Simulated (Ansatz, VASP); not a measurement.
## InP: VASP beside Ansatz

Aim: how closely do two programs agree when they are given the same cell, functional and k mesh? The cell comes out of the VASP series on this material, whose earlier steps may have relaxed, scaled or displaced it; both programs get it as it stands.

Program: Ansatz 0.2.0. Level of theory: plane waves, with VASP 6.6.1 beside it; relaxation of cell and atoms at LDA. Results are calculated unless marked as measured.

**1. The structure**

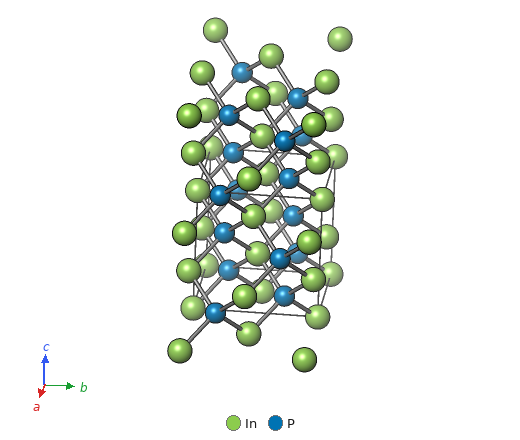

The cell as given, slightly off an axis (indium green, phosphorus blue). 2×1×2 cells are drawn. This picture shows the conventional cell, with its axes. Bonds to atoms that aren't drawn are left out. Some periodic images of atoms are drawn too.

**2. Ansatz: relaxation of cell and atoms, LDA**

Ansatz runs on its default PAW (the set named soft_2) files.

The relaxed volume is the usual yardstick between codes: its relative difference is about their pressure difference at one cell divided by the bulk modulus.

Contents of input.yaml:

```yaml
crystal:
  lattice:
    - [0.0, 2.9143010113, 2.9143010113]
    - [2.9143010113, 0.0, 2.9143010113]
    - [2.9143010113, 2.9143010113, 0.0]
  atoms:
    - { symbol: In, position: [0.0, 0.0, 0.0] }
    - { symbol: P, position: [0.25, 0.25, 0.25] }
hamiltonian:
  xc: lda
  pseudopotentials: { kind: paw }
kpoints:
  mp_grid: { grid: [9, 9, 9] }
scf:
  occupations: { method: gaussian, width: 0.02 }
relax:
  f_tol: 0.01
  max_steps: 60
  cell: { stress_tol: 0.05 }
output:
  forces: true
  stress: true
```

Command:

```
$ ansatz run input.yaml --threads 4 --pin off --max-ram 9216MiB --backend cpu --events-out ev --progress --plain --runs-dir out
```

Numbers of over 12 decimals in the logs are rounded to 6 here.

The log of the run:

```text
Engine: ansatz 0.2.0, aarch64-unknown-linux-gnu
Pseudopotentials: kind: paw
Pseudopotential: In, paw, valence charge 13, recommended cutoff 420 eV (normal), In.paw.azcp
Pseudopotential: P, paw, valence charge 5, recommended cutoff 420 eV (normal), P.paw.azcp
Functional definition: SPW92
  exchange = slater_x
  correlation = pw_c
Crystal: 2 atoms, lattice volume = 49.503 Å³
Basis set: ecut = 420 eV, 941 PW (Γ)
Bands: 13, of which v1, the nominal top of the filled ones, is band 9 counted from 1 (8 counted from 0)
Symmetry: 24 space group operations
Space group: F-43m (ITA 216), of the structure as read, at distance tolerance 3.7e-5 Å
k-points: 35 of 729 (time reversal used)
Non-local potential: In, projectors of the file, l = 0: 2, l = 1: 2, l = 2: 2, l = 3: 2
Non-local potential: P, projectors of the file, l = 0: 2, l = 1: 2, l = 2: 2
PAW form: soft (Blöchl's): semilocal exchange-correlation on the pseudo side does not see the compensation charge
PAW frozen core: In, regenerated for the run's functional, and the local potential with it (the file was generated under x = pbe(κ = 0.804, μ = 0.219515), c = pbe(β = 0.066725))
PAW frozen core: P, regenerated for the run's functional, and the local potential with it (the file was generated under x = pbe(κ = 0.804, μ = 0.219515), c = pbe(β = 0.066725))
PAW one-centre angular grid: In, 590 points (default); XC on 64 Gauss nodes
PAW one-centre angular grid: P, 110 points (default); XC on 64 Gauss nodes
Initial density: superposition of atomic densities (neutral atoms: chi_scale 0, normalization atom), corrected by the library's trained network
Initial wavefunctions: pseudopotential atomic-orbital guess
Functional: x = slater, c = lda
SCF iter   1: F=—  HF=-6183.564539 eV  |F-HF|=—  |Δ(HF+E_count)|=         —  Δρ=8.20e-3  dr2=3.50e-2  ethr=1.77e-3  ⟨swp⟩=6.4  Hψ=3135  notcnv=0
preconditioner: auto → none  [insulator: Δε(μ)=0.511 eV  Ē_g=14.648 eV  σ=0.020 eV  W_gap=1.00  n_scr=14 (ndim 8)  ℏωp=22.4 eV  f_vac=0.018  D(μ)=0.00/eV (n_scr^D=0)  ε∞_Penn≈3.3]
SCF iter   2: F=—  HF=-6183.552615 eV  |F-HF|=—  |Δ(HF+E_count)|=   1.19e-2  Δρ=2.76e-3  dr2=2.13e-3  ethr=1.94e-4  ⟨swp⟩=3.3  Hψ=1034  notcnv=0
SCF iter   3: F=—  HF=-6183.552087 eV  |F-HF|=—  |Δ(HF+E_count)|=   5.28e-4  Δρ=8.46e-4  dr2=3.71e-4  ethr=1.18e-5  ⟨swp⟩=2.1  Hψ=910  notcnv=0
SCF iter   4: F=—  HF=-6183.551996 eV  |F-HF|=—  |Δ(HF+E_count)|=   9.17e-5  Δρ=2.84e-4  dr2=2.39e-5  ethr=2.06e-6  ⟨swp⟩=3.0  Hψ=809  notcnv=0
SCF iter   5: F=—  HF=-6183.551992 eV  |F-HF|=—  |Δ(HF+E_count)|=   4.07e-6  Δρ=2.02e-5  dr2=2.02e-7  ethr=1.33e-7  ⟨swp⟩=2.2  Hψ=593  notcnv=0
SCF iter   6: F=-6183.551992 eV  HF=-6183.551992 eV  |F-HF|=4.21e-9  |Δ(HF+E_count)|=   1.65e-8  Δρ=3.78e-6  dr2=6.15e-9  ethr=5.56e-10  ⟨swp⟩=5.1  Hψ=1593  notcnv=0
SCF 1 converged in 6 iterations: F = -6183.551992 eV  dr2 = 6.15e-9
  greatest PAW one-centre occupation: 0.982 electrons in one spin orbital (limit 2), on the In atom at site 0 (counted from 0), in its partial waves of l = 2
relax step   1: F+E_penalty+E_count = -6183.55199160 eV  Δ(F+E_penalty+E_count) = +0.000e0 eV  max|allowed force component| = 2.683e-16 eV/Å  Δτ_max = 0.0000 Å  P = -0.067 GPa  Ω = 49.503 Å³  (6 SCF iters, dr2 threshold 1.00e-7 eV, accepted)
[...]
relax step   2: F+E_penalty+E_count = -6183.55201352 eV  Δ(F+E_penalty+E_count) = -2.191e-5 eV  max|allowed force component| = 7.055e-17 eV/Å  Δτ_max = 0.0000 Å  P = +0.009 GPa  Ω = 49.451 Å³  energy of the carried Pulay correction = +1.241e-5 eV  (4 SCF iters, dr2 threshold 1.12e-8 eV, accepted)
[...]
relax step   3: F+E_penalty+E_count = -6183.55200747 eV  Δ(F+E_penalty+E_count) = +6.045e-6 eV  max|allowed force component| = 7.864e-17 eV/Å  Δτ_max = 0.0000 Å  P = +0.009 GPa  Ω = 49.451 Å³  stress off target by 8.64e-3 GPa  SCF on the basis re-selected at this cell (its energy is not comparable with the rows above)  (5 SCF iters)
basis re-selected at this cell: Δ(F+E_penalty+E_count) = +6.045e-6 eV, ΔP = -0.000 GPa vs the last step (what re-selecting the basis moved, of the pressure what is left beyond the Pulay correction that the steps carried, after the strain that the cell walked since its last selection, with what the two solves' SCF thresholds leave and, on support functions, any second-order correction that the steps lacked; it is no m [...]
SCF converged after 5 iterations
Free energy (F): -6183.552007 eV
Harris-Foulkes:  -6183.552007 eV  (|F-HF|=7.28e-12)
Internal energy: -6183.552007 eV  (E = F + TS)
E sigma→0 (E₀):  -6183.552007 eV
Fermi energy:    7.258705 eV
--- Per-component energies (eV) ---
  E_band       = -53.654179
  E_kinetic    = 314.948227
  E_local      = -1392.085539  (includes V_loc(G=0)·N_el)
  E_nonlocal   = 405.766429
  E_hartree    = 546.313164
  E_xc         = -274.601720
  E_vxc        = -161.885665  (∫ρ·V_xc dr)
  E_paw        = -4556.366549  (= ΣΔE_a)
  E_vpaw       = -313.024060  (= ΣTr[D̂ρ^β])
  E_aug_tail   = 0.000029  (compensation charges beyond the density's cutoff)
  E_ewald      = -1227.927936
  E_core_change = 0.401888  (= ΣΔE_core)
  E_smearing   = -0.000000  (= −TS)
  E_closure    = 0.000000  (closes the sum)
  Σ components = -6183.552007   (vs F -6183.552007, Δ=0.00e0)
--- Forces (eV/Å), atoms counted from 1 ---
  atom   1  In     0.00000000    -0.00000000    -0.00000000
  atom   2  P     -0.00000000     0.00000000     0.00000000
  max |Σ_I F_I| component: 4.39e-17 eV/Å
--- Stress (GPa, compression-positive) ---
        0.008641       0.000000       0.000000
       -0.000000       0.008641       0.000000
        0.000000       0.000000       0.008641
  P = ⅓ Tr σ = 0.0086 GPa (0.086 kbar)
--- Relaxed structure (2 steps of the walk, 2 accepted, 1 SCFs on fresh bases) ---
  F+E_penalty+E_count = -6183.55200747 eV   max|allowed force component| = 7.864e-17 eV/Å   (the final SCF, on the basis selected at the relaxed cell)
  cell:  # Å, volume = 49.4507 Å³
    - [0, 2.913270, 2.913270]
    - [2.913270, 0, 2.913270]
    - [2.913270, 2.913270, 0]
  atoms:
    - { symbol: In, position: [0, 0, 0] }
    - { symbol: P, position: [0.25, 0.25, 0.25] }
```

Elapsed: 1.9 s, on 4 threads of Arm Neoverse V1, shared host; peak memory 0.34 GiB; 6.4 s of CPU time.

**3. VASP: relaxation of cell and atoms, LDA**

The same cell, functional (in two slightly different forms), mesh and smearing now go to VASP, with its own data sets and cutoff.

Lines of VASP's logs that name or quote its potential files are left out, and so is its time.

Contents of INCAR:

```
SYSTEM = InP
PREC = Accurate
ENCUT = 450
EDIFF = 1E-07
NELM = 120
ISMEAR = 0
SIGMA = 0.02
LREAL = .FALSE.
ALGO = Normal
GGA = CA
NBANDS = 15
LORBIT = 11
LWAVE = .FALSE.
LCHARG = .FALSE.
KPAR = 8
IBRION = 2
NSW = 40
ISIF = 3
EDIFFG = -0.005
POTIM = 0.4
```

Contents of POSCAR:

```
InP
1.0
    0.0000000000      2.9143010113      2.9143010113
    2.9143010113      0.0000000000      2.9143010113
    2.9143010113      2.9143010113      0.0000000000
In P
1 1
Direct
    0.0000000000      0.0000000000      0.0000000000
    0.2500000000      0.2500000000      0.2500000000
```

Contents of KPOINTS:

```
Automatic mesh
0
Gamma
9 9 9
0 0 0
```

PAW data sets: In_d and P (LDA family, release 64).

Command:

```
$ mpirun -np 8 vasp_std
```

The log of the run:

```text
[banner, memory and clock lines left out]
running    8 mpi-ranks, on    1 nodes
 distrk:  each k-point on    1 cores,    8 groups
 distr:  one band on    1 cores,    1 groups

 POSCAR found type information on POSCAR InP
 POSCAR found :  2 types and       2 ions
|                                                                             |
|           W    W    AA    RRRRR   N    N  II  N    N   GGGG   !!!           |
|           W    W   A  A   R    R  NN   N  II  NN   N  G    G  !!!           |
|           W    W  A    A  R    R  N N  N  II  N N  N  G       !!!           |
|           W WW W  AAAAAA  RRRRR   N  N N  II  N  N N  G  GGG   !            |
|           WW  WW  A    A  R   R   N   NN  II  N   NN  G    G                |
|           W    W  A    A  R    R  N    N  II  N    N   GGGG   !!!           |
|                                                                             |
|     For optimal performance we recommend to set                             |
|       NCORE = 2 up to number-of-cores-per-socket                            |
|     NCORE specifies how many cores store one orbital (NPAR=cpu/NCORE).      |
|     This setting can greatly improve the performance of VASP for DFT.       |
|     The default, NCORE=1 might be grossly inefficient on modern             |
|     multi-core architectures or massively parallel machines. Do your        |
|     Unfortunately you need to use the default for GW and RPA                |
|     calculations (for HF NCORE is supported but not extensively tested      |
|     yet).                                                                   |
|                                                                             |

 LDA part: xc-table for (Slater(with rela. corr.)+CA(PZ))
 , standard interpolation
 POSCAR, INCAR and KPOINTS ok, starting setup
 FFT: planning ... GRIDC
 FFT: planning ... GRID_SOFT
 FFT: planning ... GRID
 WAVECAR not read
 entering main loop
       N       E                     dE             d eps       ncg     rms          rms(c)
DAV:   1     0.105700725754E+03    0.10570E+03   -0.77610E+03  1050   0.123E+03
DAV:   2    -0.282393448547E+01   -0.10852E+03   -0.10462E+03  1134   0.290E+02
DAV:   3    -0.992338051440E+01   -0.70994E+01   -0.70669E+01  1421   0.768E+01
DAV:   4    -0.101084349037E+02   -0.18505E+00   -0.18500E+00  1282   0.134E+01
DAV:   5    -0.101168316996E+02   -0.83968E-02   -0.83966E-02  1589   0.246E+00    0.597E+00
DAV:   6    -0.972212021511E+01    0.39471E+00   -0.61020E-01  1646   0.136E+01    0.357E+00
DAV:   7    -0.967918295726E+01    0.42937E-01   -0.15400E-01  1503   0.333E+00    0.119E+00
DAV:   8    -0.967395170990E+01    0.52312E-02   -0.13960E-02  1446   0.145E+00    0.398E-01
DAV:   9    -0.967370665503E+01    0.24505E-03   -0.11030E-03  1407   0.402E-01    0.181E-01
DAV:  10    -0.967373802559E+01   -0.31371E-04   -0.15607E-04  1715   0.152E-01    0.113E-01
DAV:  11    -0.967374161033E+01   -0.35847E-05   -0.30430E-05  1617   0.873E-02    0.675E-02
DAV:  12    -0.967373927749E+01    0.23328E-05   -0.51617E-06  1337   0.205E-02    0.122E-02
DAV:  13    -0.967373925529E+01    0.22206E-07   -0.42624E-07  1302   0.357E-03
   1 F= -.96737393E+01 E0= -.96737393E+01  d E =-.967374E+01
 curvature:   0.00 expect dE= 0.000E+00 dE for cont linesearch  0.000E+00
 trial: gam= 0.00000 g(F)=  0.221E-46 g(S)=  0.105E-05 ort = 0.000E+00 (trialstep = 0.100E+01)
 search vector abs. value=  0.105E-05
 reached required accuracy - stopping structural energy minimisation
```

Parts of OUTCAR (step 3):

```text
ion  position               nearest neighbor table
   1  0.000  0.000  0.000-   2 2.52   2 2.52   2 2.52   2 2.52
   2  0.250  0.250  0.250-   1 2.52   1 2.52   1 2.52   1 2.52

  LATTYP: Found a face centered cubic cell.
 ALAT       =     5.8286020226

 Subroutine GETGRP returns: Found 24 space group operations
 (whereof 24 operations were pure point group operations)

The static configuration has the point symmetry T_d .

 Found     35 irreducible k-points:

   k-points           NKPTS =     35   k-points in BZ     NKDIM =     35   number of bands    NBANDS=     15

   dimension x,y,z NGX =    30 NGY =   30 NGZ =   30
   dimension x,y,z NGXF=    60 NGYF=   60 NGZF=   60

   ENCUT  =  450.0 eV  33.07 Ry    5.75 a.u.   7.13  7.13  7.13*2*pi/ulx,y,z

   NELECT =      18.0000    total number of electrons

 k-points in reciprocal lattice and weights: Automatic mesh
   0.00000000  0.00000000  0.00000000       0.001
   0.11111111  0.00000000  0.00000000       0.011
   0.22222222  0.00000000  0.00000000       0.011
   0.33333333  0.00000000  0.00000000       0.011
   0.44444444  0.00000000  0.00000000       0.011
   0.11111111  0.11111111  0.00000000       0.008
   0.22222222  0.11111111  0.00000000       0.033
   0.33333333  0.11111111  0.00000000       0.033
   0.44444444  0.11111111  0.00000000       0.033
[...]
-0.33333333  0.44444444  0.11111111       0.033
  -0.33333333  0.44444444  0.22222222       0.033

 average (electrostatic) potential at core
       1 -95.0712       2 -83.8425

 E-fermi :   5.2894

 k-point     1 :       0.0000    0.0000    0.0000
  band No.  band energies     occupation
    ...
      5      -8.8653      2.00000
      6      -6.4671      2.00000
      7       5.1940      2.00000
      8       5.1940      2.00000
      9       5.1940      2.00000
     10       5.7950      0.00000
     11       9.1569      0.00000
     12       9.1569      0.00000
     13       9.1569      0.00000
     14      13.5574      0.00000
    ...

 k-point     2 :       0.1111    0.0000    0.0000
  band No.  band energies     occupation
    ...
      5      -8.8653      2.00000
      6      -6.3206      2.00000
      7       3.8103      2.00000
      8       5.0345      2.00000
      9       5.0345      2.00000
     10       6.6823      0.00000
     11       9.2600      0.00000
     12       9.3914      0.00000
     13       9.3914      0.00000
     14      14.0614      0.00000
    ...

 k-point     3 :       0.2222    0.0000    0.0000
  band No.  band energies     occupation
    ...
      5      -8.8636      2.00000
      6      -5.9036      2.00000
      7       2.0690      2.00000
      8       4.6954      2.00000
      9       4.6954      2.00000
     10       6.9023      0.00000
     11       9.8095      0.00000
     12       9.8095      0.00000
     13      10.0981      0.00000
     14      13.6872      0.00000
    ...

  Total       -0.0042518     -0.0042518     -0.0042518      0.0000000     -0.0000000      0.0000000
  in kB       -0.1376116     -0.1376116     -0.1376116      0.0000000     -0.0000000      0.0000000
  external PRESSURE =      -0.1376116 kB  Pullay stress =       0.0000000 kB

  energy-cutoff  :      450.00
  volume of cell :       49.50
      direct lattice vectors                 reciprocal lattice vectors
     0.000000000  2.914301011  2.914301011    -0.171567727  0.171567727  0.171567727
     2.914301011  0.000000000  2.914301011     0.171567727 -0.171567727  0.171567727
     2.914301011  2.914301011  0.000000000     0.171567727  0.171567727 -0.171567727

 POSITION                                       TOTAL-FORCE (eV/Angst)
 -----------------------------------------------------------------------------------
      0.00000      0.00000      0.00000         0.000000      0.000000      0.000000
      1.45715      1.45715      1.45715        -0.000000     -0.000000     -0.000000
 -----------------------------------------------------------------------------------
    total drift:                               -0.000000     -0.000000     -0.000000

  FREE ENERGIE OF THE ION-ELECTRON SYSTEM (eV)
  ---------------------------------------------------
  free  energy   TOTEN  =        -9.6737392553 eV

  energy  without entropy=       -9.6737392553  energy(sigma->0) =       -9.67373926

 reached required accuracy - stopping structural energy minimisation

 total charge
# of ion       s       p       d       tot
------------------------------------------
    1        0.846   0.802   9.899  11.546
    2        1.034   1.493   0.000   2.527
--------------------------------------------------
tot          1.880   2.294   9.899  14.073

[... 3 further parts left out ...]
```

**4. Differences**

Known differences besides the PAW data sets themselves: the two LDA forms differ slightly; both relaxations stop at a tolerance, which leaves soft axes loose, and VASP keeps its plane-wave basis; the cutoff is 420 eV in Ansatz and 450 eV in VASP; Ansatz makes its cores anew for this functional, VASP keeps those of its LDA data sets; Ansatz adds a Pulay correction to the stress that steers its cell, VASP none. Total energies have different zeros and are not compared.

Compared:

```
                                         quantity  Ansatz   VASP  difference
                                      volume (Å³)   49.45  49.50     -0.11 %
edge a after relaxation, in the typed setting (Å)   4.120  4.121     -0.03 %
```

The walks stopped with 0.01 GPa left in Ansatz and -0.01 GPa in VASP; each walk ends within a tolerance, so the volume difference is uncertain by about these residues over the bulk modulus, most in soft cells.

**5. Results**

```json
{
 "difference in volume (relaxation of cell and atoms, LDA)": "-0.11 %"
}
```

In words: The difference in volume is -0.11 % (relaxation of cell and atoms, LDA), within the 1.2 % picked in this series as the mark of a large difference, as far as the stopping tolerances let one tell. How closely two codes agree says nothing of how well the functional describes the real material.

[Lines on the potential files, build, host, timing and source positions are cut from VASP's logs without a mark.]

[Logs are printed without paths, hosts, clocks, repeated set-up lines and the standing remarks that a program may print on its own settings, such as how far it seeks lower states.]

[Hosts, paths, dates, database ids (printed as entryN), source tags and the programs' standing remarks are cut or masked in the printed files.]
